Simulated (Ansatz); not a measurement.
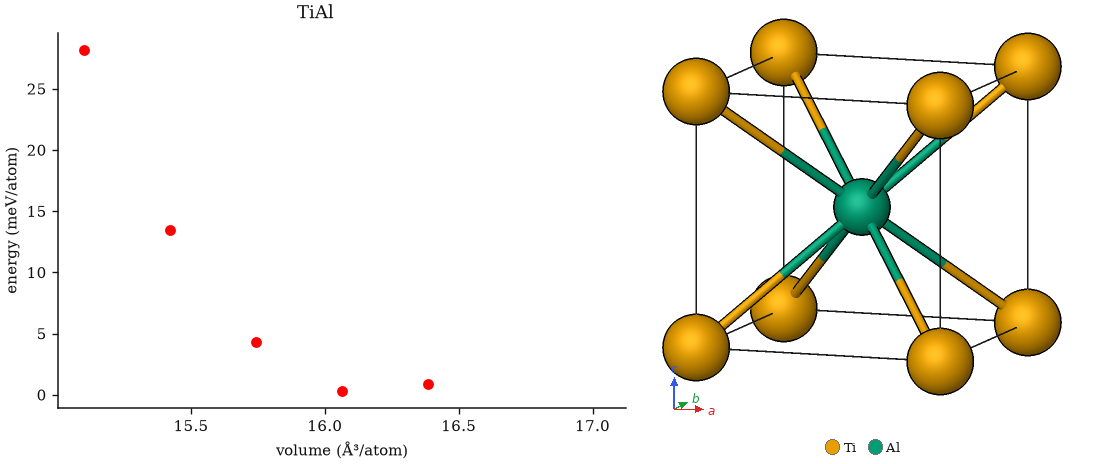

The picture above shows the energy against volume for TiAl, space group Pm-3m (No. 221). The conventional cell is drawn beside the plot.

The given structure:
```yaml
crystal:
  lattice:
    - [3.17906, 0.00000, 0.00000]
    - [0.00000, 3.17906, 0.00000]
    - [0.00000, 0.00000, 3.17906]
  atoms:
    - { symbol: Ti, position: [0.00000, 0.00000, 0.00000] }
    - { symbol: Al, position: [0.50000, 0.50000, 0.50000] }
```

Computed with Ansatz 0.2.0: all-electron LAPW DFT, no spin polarisation; energies at scaled volumes of the given cell, shape and fractions fixed, counted from the fit's minimum, third-order Birch-Murnaghan fit. Level: PBE.

```tsv
setting	value
k mesh	8×8×8
occupations	Fermi–Dirac
smearing width	0.05 eV
potentials	all electron LAPW, scalar relativistic
program settings	basis error eV/atom 0.0005
```

The points at volume 16.71 Å³/atom and 17.03 Å³/atom are left out of the plot. What values does the calculation give there?

| volume (Å³/atom) | energy (meV/atom) |
| --- | --- |
| 16.71 | 5.58 |
| 17.03 | 14.08 |
